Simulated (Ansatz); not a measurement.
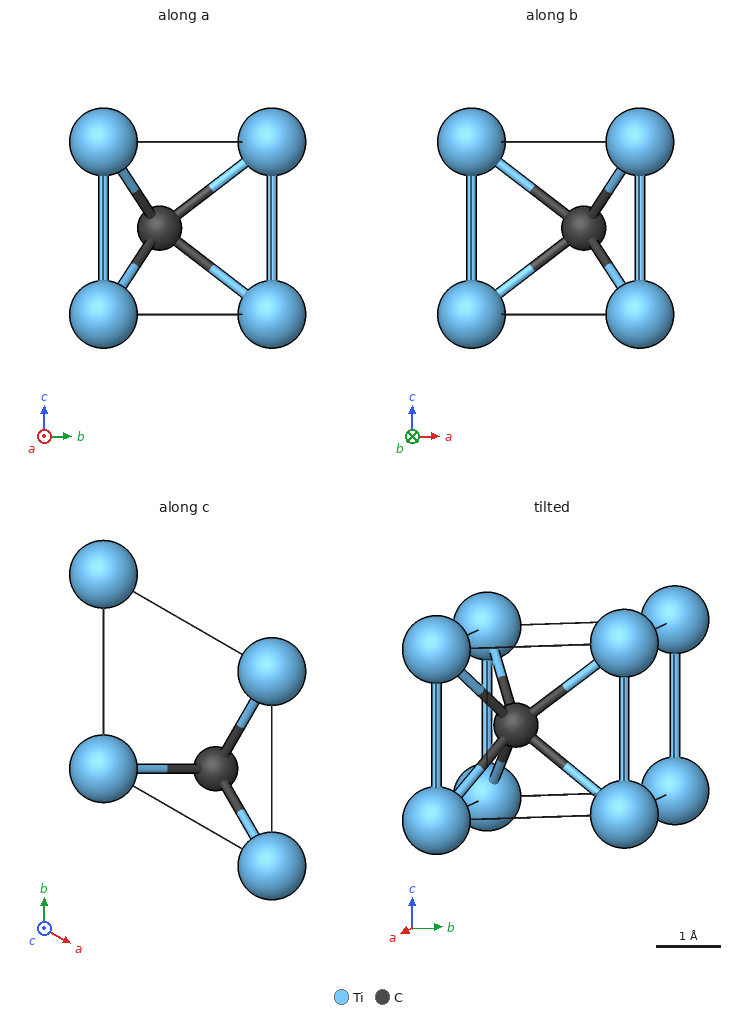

A ball-and-stick rendering, viewed along the a axis, along the b axis, along the c axis and slightly off an axis. The wireframe shows the conventional unit cell.

Lattice parameters: a = 3.042 Å, b = 3.042 Å, c = 2.698 Å, α = 90.00°, β = 90.00°, γ = 120.00°. Put a along x and b in the xy plane.

### Give the structure in the form of a POSCAR file.

```
Ti C
1.0
     3.042    0.000    0.000
    -1.521    2.635    0.000
     0.000    0.000    2.698
Ti C
1 1
Direct
  0.0000 0.0000 0.0000
  0.6667 0.3333 0.5000
```

The cell started as a structure type filled with these elements by a generator (whether the compound takes this form wasn't checked). Relaxation method: Ansatz, DFT PBE, scalar-relativistic, plane waves, PAW.
